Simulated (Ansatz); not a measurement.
Geometry relaxation of TaN

The run: geometry relaxation of TaN (P6₃/mmc, 4 atoms in the cell). Method and program: DFT r2SCAN, scalar-relativistic, plane waves, PAW, no spin polarisation (Ansatz 0.2.0).

The structure derives from an entry of the Crystallography Open Database. Figures and captions count atoms from 1; the log counts them from 0 in places.

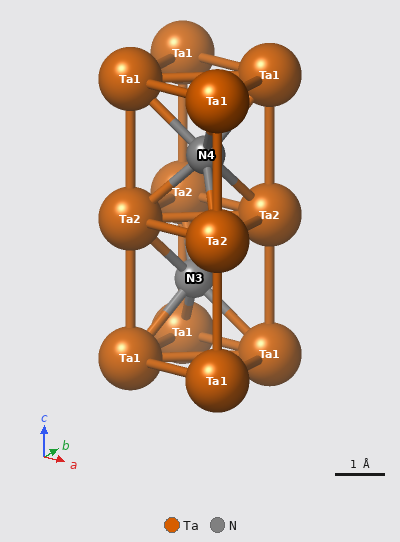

**Figure 1.** The starting structure (ball-and-stick view of the cell of the calculation, seen slightly off an axis; atoms are numbered from 1 in the order of the input). An atom can appear more than once, as a periodic image.

**Input file**
```yaml
crystal:
  lattice:
    - [2.9022020871, 0.0, 0.0]
    - [-1.4511010436, 2.5133807344, 0.0]
    - [0.0, 0.0, 5.8868825578]
  atoms:
    - { symbol: Ta, position: [0.0, 0.0, 0.0] }
    - { symbol: Ta, position: [0.0, 0.0, 0.5] }
    - { symbol: "N", position: [0.3333333333, 0.6666666667, 0.25] }
    - { symbol: "N", position: [0.6666666667, 0.3333333333, 0.75] }
basis:
  ecutwfc: 500
kpoints:
  mp_grid: { grid: [18, 18, 8] }
hamiltonian:
  xc: r2scan
scf:
  occupations: { method: gaussian, width: 0.1 }
output:
  forces: true
  stress: true
  eigenvalues: true
relax:
  adjacent_minimum: "off"
  f_tol: 0.005
  max_steps: 80
  cell: { stress_tol: 0.05 }
```

Hardware: 4 threads of Intel Xeon (Granite Rapids), 32 GiB of memory available, shared host.

Launch command:
```bash
ansatz run input.yaml --threads 4 --pin off --max-ram 10240MiB --backend cpu --events-out ev --progress --plain --runs-dir out
```

**What the program printed**
```
Engine: ansatz 0.2.0, x86_64-unknown-linux-gnu
Pseudopotentials: kind: paw
Pseudopotential: Ta, paw, valence charge 13, recommended cutoff 500 eV (meta_gga), Ta.paw.azcp
Pseudopotential: N, paw, valence charge 5, recommended cutoff 500 eV (meta_gga), N.paw.azcp
Functional definition: r2SCAN
  parameter k0 = 0.174
  parameter k1 = 0.065
  parameter a1 = 4.9479
  exchange = r2scan_x(k0 = k0, k1 = k1, a1 = a1)
  correlation = r2scan_c
Crystal: 4 atoms, lattice volume = 42.941 Å³
Basis set: ecut = 500 eV, 1077 PW (Γ), exchange–correlation on 96×96×180 points (64 copies of the dense FFT grid, shifted against one another)
Bands: 22, of which v1, the nominal top of the filled ones, is band 18 counted from 1 (17 counted from 0)
Symmetry: 24 space group operations
Space group: P63/mmc (ITA 194), of the structure as read, at distance tolerance 3.5e-5 Å
k-points: 185 of 2592
Non-local potential: Ta, projectors of the file, l = 0: 3, l = 1: 2, l = 2: 2, l = 3: 1
Non-local potential: N, projectors of the file, l = 0: 2, l = 1: 2, l = 2: 1
PAW form: soft (Blöchl's): semilocal exchange-correlation on the pseudo side does not see the compensation charge
PAW frozen core: Ta, regenerated for the run's functional (the file was generated under x = pbe(κ = 0.804, μ = 0.2195149727645171), c = pbe(β = 0.06672455060314922))
PAW frozen core: N, regenerated for the run's functional (the file was generated under x = pbe(κ = 0.804, μ = 0.2195149727645171), c = pbe(β = 0.06672455060314922))
PAW one-centre angular grid: Ta, 590 points (default); XC on 160 Gauss nodes
PAW one-centre angular grid: N, 302 points (default); XC on 160 Gauss nodes
Initial density: superposition of atomic densities (neutral atoms: chi_scale 0, normalization atom), corrected by the library's trained network
Initial wavefunctions: pseudopotential atomic-orbital guess
Functional: x = r2scan, c = r2scan; τ floored in thin density (d = 2e-4 eV/Å³)
SCF iter   1: F=—  HF=-20662.380944 eV  |F-HF|=—  |Δ(HF+E_count)|=         —  Δρ=9.54e-3  dr2=2.20e-2  dr2_τ=2.31e-1  ethr=1.77e-3  ⟨swp⟩=5.4  Hψ=18693  notcnv=0
preconditioner: auto → Kerker (q_TF=auto, 2.649 Å⁻¹)  [metal: Δε(μ)=0.020 eV  Ē_g=10.048 eV  σ=0.100 eV  W_gap=0.11  n_scr=10 (ndim 8)  ℏωp=25.3 eV  f_vac=0.000  D(μ)=1.10/eV (n_scr^D=4)]
SCF iter   2: F=—  HF=-20662.527245 eV  |F-HF|=—  |Δ(HF+E_count)|=   1.46e-1  Δρ=7.09e-3  dr2=1.78e-2  dr2_τ=6.98e-4  ethr=6.10e-5  ⟨swp⟩=2.0  Hψ=8927  notcnv=0  defer=1
SCF iter   3: F=—  HF=-20662.526832 eV  |F-HF|=—  |Δ(HF+E_count)|=   4.13e-4  Δρ=3.29e-3  dr2=2.20e-3  dr2_τ=8.00e-4  ethr=4.95e-5  ⟨swp⟩=2.0  Hψ=5792  notcnv=0  defer=1
SCF iter   4: F=—  HF=-20662.527453 eV  |F-HF|=—  |Δ(HF+E_count)|=   6.21e-4  Δρ=2.10e-3  dr2=2.03e-3  dr2_τ=1.41e-4  ethr=6.12e-6  ⟨swp⟩=2.7  Hψ=6977  notcnv=0  defer=1
SCF iter   5: F=—  HF=-20662.527121 eV  |F-HF|=—  |Δ(HF+E_count)|=   3.32e-4  Δρ=6.63e-4  dr2=1.97e-4  dr2_τ=1.25e-5  ethr=5.64e-6  ⟨swp⟩=2.0  Hψ=5092  notcnv=0  defer=1
SCF iter   6: F=—  HF=-20662.527099 eV  |F-HF|=—  |Δ(HF+E_count)|=   2.13e-5  Δρ=1.20e-4  dr2=6.87e-6  dr2_τ=3.62e-7  ethr=5.47e-7  ⟨swp⟩=2.0  Hψ=5368  notcnv=0  defer=1
SCF iter   7: F=—  HF=-20662.527100 eV  |F-HF|=—  |Δ(HF+E_count)|=   4.56e-7  Δρ=1.05e-5  dr2=3.94e-8  dr2_τ=2.34e-9  ethr=2.78e-10  ⟨swp⟩=4.5  Hψ=19699  notcnv=0
SCF iter   8: F=-20662.527100 eV  HF=-20662.527100 eV  |F-HF|=1.89e-10  |Δ(HF+E_count)|=   2.91e-8  Δρ=2.14e-6  dr2=1.82e-9  dr2_τ=2.02e-10  ethr=1.09e-10  ⟨swp⟩=2.0  Hψ=14050  notcnv=0
SCF 1 converged in 8 iterations: F = -20662.527100 eV  dr2 = 1.82e-9
  greatest PAW one-centre occupation: 0.998 electrons in one spin orbital (limit 2), on the Ta atom at site 1 (counted from 0), in its partial waves of l = 0
relax step   1: F+E_penalty+E_count = -20662.52709993 eV  Δ(F+E_penalty+E_count) = +0.000e0 eV  max|allowed force component| = 3.099e-16 eV/Å  Δτ_max = 0.0000 Å  P = +0.193 GPa  Ω = 42.941 Å³  (8 SCF iters, dr2 threshold 1.00e-7 eV, accepted)
Crystal: 4 atoms, lattice volume = 42.946 Å³
Initial density: handed on by an earlier stage of this run
Initial wavefunctions: those handed on with the density
iter 1 solved again at ethr=3.46e-7 eV; its pass at ethr=3.10e-3 eV (dr2=1.25e-4 eV) is discarded
SCF iter   1: F=—  HF=-20662.526783 eV  |F-HF|=—  |Δ(HF+E_count)|=         —  Δρ=5.83e-4  dr2=1.58e-4  dr2_τ=2.32e-4  ethr=3.46e-7  ⟨swp⟩=2.9  Hψ=26058  notcnv=0
preconditioner: auto → Kerker (q_TF=auto, 2.649 Å⁻¹)  [metal: Δε(μ)=0.004 eV  Ē_g=9.972 eV  σ=0.100 eV  W_gap=0.02  n_scr=10 (ndim 8)  ℏωp=25.3 eV  f_vac=0.000  D(μ)=1.06/eV (n_scr^D=2)]
SCF iter   2: F=—  HF=-20662.526847 eV  |F-HF|=—  |Δ(HF+E_count)|=   6.47e-5  Δρ=2.71e-4  dr2=3.66e-5  dr2_τ=1.71e-6  ethr=3.46e-7  ⟨swp⟩=2.0  Hψ=6843  notcnv=0
SCF iter   3: F=—  HF=-20662.526845 eV  |F-HF|=—  |Δ(HF+E_count)|=   2.75e-6  Δρ=1.04e-4  dr2=5.78e-6  dr2_τ=2.51e-7  ethr=1.02e-7  ⟨swp⟩=2.3  Hψ=6238  notcnv=0
SCF iter   4: F=—  HF=-20662.526844 eV  |F-HF|=—  |Δ(HF+E_count)|=   8.63e-7  Δρ=5.44e-5  dr2=1.74e-6  dr2_τ=3.90e-8  ethr=1.61e-8  ⟨swp⟩=1.3  Hψ=4492  notcnv=0
SCF iter   5: F=-20662.526843 eV  HF=-20662.526843 eV  |F-HF|=1.30e-8  |Δ(HF+E_count)|=   2.09e-7  Δρ=1.33e-5  dr2=3.36e-8  dr2_τ=6.15e-9  ethr=1.11e-9  ⟨swp⟩=3.2  Hψ=17704  notcnv=0
SCF 2 converged in 5 iterations: F = -20662.526843 eV  dr2 = 3.36e-8
relax step   2: F+E_penalty+E_count = -20662.52684348 eV  Δ(F+E_penalty+E_count) = +2.565e-4 eV  max|allowed force component| = 5.551e-16 eV/Å  Δτ_max = 0.0000 Å  P = +0.043 GPa  Ω = 42.946 Å³  energy of the carried Pulay correction = -5.748e-6 eV  (5 SCF iters, dr2 threshold 4.00e-7 eV, rejected (line search))
Crystal: 4 atoms, lattice volume = 42.959 Å³
iter 1 solved again at ethr=1.68e-7 eV; its pass at ethr=3.10e-3 eV (dr2=6.05e-5 eV) is discarded
SCF iter   1: F=—  HF=-20662.527121 eV  |F-HF|=—  |Δ(HF+E_count)|=         —  Δρ=4.14e-4  dr2=7.88e-5  dr2_τ=1.15e-4  ethr=1.68e-7  ⟨swp⟩=2.9  Hψ=26105  notcnv=0
preconditioner: auto → Kerker (q_TF=auto, 2.649 Å⁻¹)  [metal: Δε(μ)=0.011 eV  Ē_g=9.975 eV  σ=0.100 eV  W_gap=0.06  n_scr=10 (ndim 8)  ℏωp=25.3 eV  f_vac=0.000  D(μ)=1.07/eV (n_scr^D=2)]
SCF iter   2: F=—  HF=-20662.527160 eV  |F-HF|=—  |Δ(HF+E_count)|=   3.84e-5  Δρ=1.89e-4  dr2=1.74e-5  dr2_τ=8.75e-7  ethr=1.68e-7  ⟨swp⟩=2.0  Hψ=7006  notcnv=0
SCF iter   3: F=—  HF=-20662.527158 eV  |F-HF|=—  |Δ(HF+E_count)|=   1.40e-6  Δρ=6.73e-5  dr2=2.73e-6  dr2_τ=6.09e-8  ethr=4.83e-8  ⟨swp⟩=2.2  Hψ=6132  notcnv=0
SCF iter   4: F=—  HF=-20662.527158 eV  |F-HF|=—  |Δ(HF+E_count)|=   1.62e-7  Δρ=1.43e-5  dr2=6.44e-8  dr2_τ=4.85e-9  ethr=7.57e-9  ⟨swp⟩=2.9  Hψ=7395  notcnv=0
SCF iter   5: F=—  HF=-20662.527158 eV  |F-HF|=—  |Δ(HF+E_count)|=   3.67e-8  Δρ=6.20e-6  dr2=1.75e-8  dr2_τ=2.31e-9  ethr=1.79e-10  ⟨swp⟩=2.0  Hψ=5935  notcnv=0
SCF iter   6: F=—  HF=-20662.527158 eV  |F-HF|=—  |Δ(HF+E_count)|=   2.64e-9  Δρ=1.32e-6  dr2=6.02e-10  dr2_τ=4.73e-11  ethr=4.86e-11  ⟨swp⟩=2.0  Hψ=5887  notcnv=0
SCF iter   7: F=—  HF=-20662.527158 eV  |F-HF|=—  |Δ(HF+E_count)|=  4.73e-10  Δρ=5.01e-7  dr2=1.40e-10  dr2_τ=3.10e-12  ethr=1.67e-12  ⟨swp⟩=2.0  Hψ=6875  notcnv=0
SCF iter   8: F=-20662.527158 eV  HF=-20662.527158 eV  |F-HF|=0.00e0  |Δ(HF+E_count)|=  1.46e-11  Δρ=4.51e-8  dr2=3.98e-13  dr2_τ=4.99e-14  ethr=1.00e-12  ⟨swp⟩=5.0  Hψ=15693  notcnv=0
SCF 3 converged in 8 iterations: F = -20662.527158 eV  dr2 = 3.98e-13
  greatest PAW one-centre occupation: 0.998 electrons in one spin orbital (limit 2), on the Ta atom at site 0 (counted from 0), in its partial waves of l = 0
relax step   3: F+E_penalty+E_count = -20662.52715815 eV  Δ(F+E_penalty+E_count) = -5.822e-5 eV  max|allowed force component| = 1.943e-16 eV/Å  Δτ_max = 0.0000 Å  P = +0.017 GPa  Ω = 42.959 Å³  energy of the carried Pulay correction = -9.979e-6 eV  (8 SCF iters, accepted)
Initial wavefunctions: pseudopotential atomic-orbital guess (no wavefunctions were taken with the density)
iter 1 solved again at ethr=1.09e-8 eV; its pass at ethr=3.10e-3 eV (dr2=3.91e-6 eV) is discarded
SCF iter   1: F=—  HF=-20662.527162 eV  |F-HF|=—  |Δ(HF+E_count)|=         —  Δρ=3.50e-5  dr2=9.40e-9  dr2_τ=1.58e-9  ethr=1.09e-8  ⟨swp⟩=4.1  Hψ=33021  notcnv=0
preconditioner: auto → Kerker (q_TF=auto, 2.649 Å⁻¹)  [metal: Δε(μ)=0.002 eV  Ē_g=9.975 eV  σ=0.100 eV  W_gap=0.01  n_scr=10 (ndim 8)  ℏωp=25.3 eV  f_vac=0.000  D(μ)=1.07/eV (n_scr^D=2)]
SCF iter   2: F=—  HF=-20662.527165 eV  |F-HF|=—  |Δ(HF+E_count)|=   3.35e-6  Δρ=1.77e-5  dr2=2.38e-9  dr2_τ=4.18e-8  ethr=2.61e-11  ⟨swp⟩=2.1  Hψ=5936  notcnv=0
SCF iter   3: F=-20662.527166 eV  HF=-20662.527166 eV  |F-HF|=1.06e-10  |Δ(HF+E_count)|=   7.58e-7  Δρ=3.46e-7  dr2=2.45e-11  dr2_τ=1.21e-11  ethr=1.00e-12  ⟨swp⟩=4.4  Hψ=19938  notcnv=0
SCF 4 converged in 3 iterations: F = -20662.527166 eV  dr2 = 2.45e-11
relax step   4: F+E_penalty+E_count = -20662.52716601 eV  Δ(F+E_penalty+E_count) = -7.863e-6 eV  max|allowed force component| = 2.128e-16 eV/Å  Δτ_max = 0.0000 Å  P = +0.017 GPa  Ω = 42.959 Å³  stress off target by 1.68e-2 GPa  SCF on the basis re-selected at this cell (its energy is not comparable with the rows above)  (3 SCF iters)
```

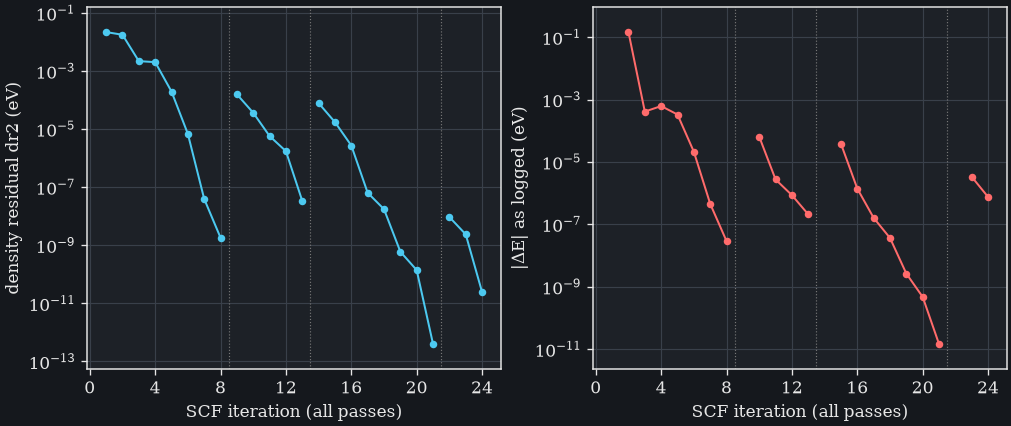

**Figure 2.** Convergence of the self-consistent field: density residual dr2 and size of the energy change against the SCF iteration. The dotted lines part the SCF passes of the relaxation: geometry steps, rejected trials and re-solves on a re-selected basis. The passes take 8, 5, 8 and 3 iterations.

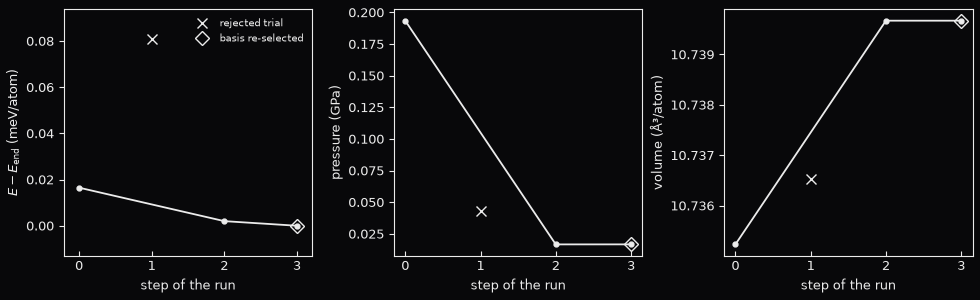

**Figure 3.** Progress of the relaxation, step by step (the first geometry is step 0 here and step 1 in the log). After 2 geometry steps the energy has fallen by next to nothing (0.0 meV per atom). All forces vanish by symmetry, so only the cell relaxes. The pressure goes from 0.19 to 0.02 GPa. The line search rejected the trial step at point 1 (counted from 0) and went back. The atoms keep their places relative to the cell (all moves are under 0.005 Å). The space group stays P6_3/mmc (No. 194). A last SCF at the same geometry on a re-selected plane-wave basis shifts the energy by next to nothing (0.0 meV per atom). (Atoms are counted from 1 in the order of the input.)

```
basis re-selected at this cell: Δ(F+E_penalty+E_count) = -7.863e-6 eV, ΔP = +0.000 GPa vs the last step (what re-selecting the basis moved, of the pressure what is left beyond the Pulay correction that the steps carried, after the strain that the cell walked since its last selection, with what the two solves' SCF thresholds leave and, on support functions, any second-order correction that the steps lacked; it is no measure of the basis error at this ecutwfc). This SCF's stress stands 1.68e-2 GPa from its target on what of the cell is left free (relax.cell.stress_tol is 5.00e-2 GPa) and its largest allowed force component is 2.13e-16 eV/Å (relax.f_tol is 5.00e-3 eV/Å): within both
SCF converged after 3 iterations
Free energy (F): -20662.527166 eV
Harris-Foulkes:  -20662.527166 eV  (|F-HF|=1.06e-10)
Internal energy: -20662.521821 eV  (E = F + TS)
E sigma→0 (E₀):  -20662.524493 eV
Entropy (-TS):   -0.005345 eV (-1.336 meV/atom)
Fermi energy:    20.303432 eV
--- Per-component energies (eV) ---
  E_band       = -131.141988
  E_kinetic    = 1003.409888
  E_local      = -1197.176123  (includes V_loc(G=0)·N_el)
  E_nonlocal   = 119.746588
  E_hartree    = 404.678706
  E_xc         = -531.317983
  E_vxc        = -617.167347  (∫ρ·V_xc dr)
  E_paw        = -17104.464941  (= ΣΔE_a)
  E_vpaw       = -281.313418  (= ΣTr[D̂ρ^β])
  E_aug_tail   = 0.000163  (compensation charges beyond the density's cutoff)
  E_vtau       = 32.000927  (kinetic-family band-sum trace: ∫τ·v_τ [+ j·A + Jᵃ·Aᵃ] dr)
  E_ewald      = -3355.826429
  E_core_change = -1.571690  (= ΣΔE_core)
  E_smearing   = -0.005345  (= −TS)
  E_closure    = 0.000000  (closes the sum)
  Σ components = -20662.527166   (vs F -20662.527166, Δ=0.00e0)
--- Forces (eV/Å), atoms counted from 1 ---
  atom   1  Ta    -0.00000000    -0.00000000     0.00000000
  atom   2  Ta     0.00000000    -0.00000000     0.00000000
  atom   3  N     -0.00000000     0.00000000    -0.00000000
  atom   4  N      0.00000000    -0.00000000     0.00000000
  max |Σ_I F_I| component: 3.70e-17 eV/Å
--- Stress (GPa, compression-positive) ---
        0.016755      -0.000000      -0.000000
       -0.000000       0.016755      -0.000000
       -0.000000      -0.000000       0.016544
  P = ⅓ Tr σ = 0.0167 GPa (0.167 kbar)
--- Band table (eV; the first three rows and the last of 185) ---
  k-point 0: bands = ["-50.0775", "-50.0366", "-16.5703", "-15.7629", "-15.4812", "-15.4812", "-15.4167", "-15.4167", "1.6231", "4.0331", "10.5695", "15.1825", "15.1825", "15.7618", "16.5441", "18.1079", "18.1079", "20.1029", "20.1029", "20.9480", "20.9480", "22.7084"]
  k-point 1: bands = ["-50.0760", "-50.0381", "-16.5415", "-15.7958", "-15.4788", "-15.4788", "-15.4191", "-15.4191", "1.7000", "3.9133", "10.7393", "15.2481", "15.2481", "15.2583", "17.0173", "17.8387", "17.8387", "20.3688", "20.3688", "20.9917", "20.9917", "22.4006"]
  k-point 2: bands = ["-50.0716", "-50.0426", "-16.4587", "-15.8884", "-15.4718", "-15.4718", "-15.4262", "-15.4262", "1.9223", "3.5937", "11.2091", "14.4490", "15.4428", "15.4428", "17.2904", "17.2904", "17.7689", "20.8674", "20.8674", "21.1105", "21.1105", "21.6198"]
  k-point 184: bands = ["-49.9495", "-49.9495", "-16.2601", "-16.2601", "-16.2409", "-16.2409", "-15.9071", "-15.9071", "3.9711", "3.9711", "12.7925", "12.7925", "14.1751", "14.1751", "14.3021", "14.3021", "19.8220", "19.8220", "23.1245", "23.1245", "23.6028", "23.6028"]
--- Relaxed structure (3 steps of the walk, 2 accepted, 1 SCFs on fresh bases) ---
  F+E_penalty+E_count = -20662.52716601 eV   max|allowed force component| = 2.128e-16 eV/Å   (the final SCF, on the basis selected at the relaxed cell)
  cell:  # Å, volume = 42.9587 Å³
    - [2.901658666184109, 2.8862204821482398e-11, 3.228566046065117e-20]
    - [-1.4508293331170499, 2.5129101180122775, -1.6142830230603604e-20]
    - [6.548885492005545e-20, 2.1584607901382287e-34, 5.891524070298318]
  atoms:
    - { symbol: Ta, position: [-1.8842600982017146e-35, -1.5564873025421213e-35, -9.055679078826712e-72] }
    - { symbol: Ta, position: [-1.6550960459577808e-35, -1.2372078558673584e-35, 0.5] }
    - { symbol: N, position: [0.33333333333333337, 0.6666666666666666, 0.25] }
    - { symbol: N, position: [0.6666666666666667, 0.3333333333333333, 0.75] }
```

**Trajectory as extended XYZ (Å, eV, eV/Å), 4 frames, from step=1 to step=4**
```
4
Lattice="2.9022 0.0000 0.0000 -1.4511 2.5134 0.0000 0.0000 0.0000 5.8869" Properties=species:S:1:pos:R:3:forces:R:3 step=1 energy=-20662.52710 pressure_GPa=0.19
Ta    0.0000    0.0000    0.0000    0.0000   0.0000   0.0000
Ta    0.0000    0.0000    2.9434    0.0000   0.0000   0.0000
N     0.0000    1.6756    1.4717    0.0000   0.0000   0.0000
N     1.4511    0.8378    4.4152    0.0000   0.0000   0.0000
4
Lattice="2.8991 0.0000 0.0000 -1.4496 2.5107 0.0000 0.0000 0.0000 5.9002" Properties=species:S:1:pos:R:3:forces:R:3 step=2 energy=-20662.52684 pressure_GPa=0.04 accepted=F
Ta    0.0000    0.0000    0.0000    0.0000   0.0000   0.0000
Ta    0.0000    0.0000    2.9501    0.0000   0.0000   0.0000
N     0.0000    1.6738    1.4750    0.0000   0.0000   0.0000
N     1.4496    0.8369    4.4251    0.0000   0.0000   0.0000
4
Lattice="2.9017 0.0000 0.0000 -1.4508 2.5129 0.0000 0.0000 0.0000 5.8915" Properties=species:S:1:pos:R:3:forces:R:3 step=3 energy=-20662.52716 pressure_GPa=0.02
Ta    0.0000    0.0000    0.0000    0.0000   0.0000   0.0000
Ta    0.0000    0.0000    2.9458    0.0000   0.0000   0.0000
N     0.0000    1.6753    1.4729    0.0000   0.0000   0.0000
N     1.4508    0.8376    4.4186    0.0000   0.0000   0.0000
4
Lattice="2.9017 0.0000 0.0000 -1.4508 2.5129 0.0000 0.0000 0.0000 5.8915" Properties=species:S:1:pos:R:3:forces:R:3 step=4 energy=-20662.52717 pressure_GPa=0.02
Ta    0.0000    0.0000    0.0000    0.0000   0.0000   0.0000
Ta    0.0000    0.0000    2.9458    0.0000   0.0000   0.0000
N     0.0000    1.6753    1.4729    0.0000   0.0000   0.0000
N     1.4508    0.8376    4.4186    0.0000   0.0000   0.0000
```

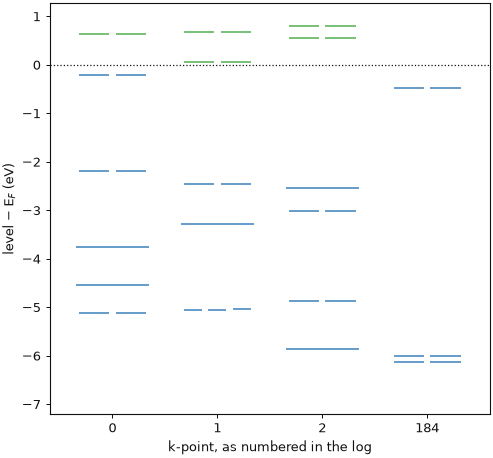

**Figure 4.** Kohn–Sham levels near the Fermi level (dotted) at the few k-points that the log prints; levels within 0.02 eV of each other stand side by side. The system is metallic on the full mesh.

**Summary**

| quantity | value |
| --- | --- |
| outcome | converged |
| space group (tolerance 0.01 Å) | P6₃/mmc (194) |
| electrons treated | 36 |
| free energy | −20662.5272 eV |
| Fermi energy | 20.303 eV |
| gap on the k-point mesh | none (metallic) |
| pressure | 0.02 GPa |
| final volume | 42.96 Å³ |
| largest force (length of the vector) at the end | under 0.001 eV/Å |
| final cell | a = 2.902 Å, b = 2.902 Å, c = 5.892 Å, α = 90.00°, β = 90.00°, γ = 120.00° |
| wall time | 9.9 s (CPU time 37 s) |
| peak memory | 0.66 GiB |

**Notes**

Spin–orbit coupling is left out, which matters for Ta.
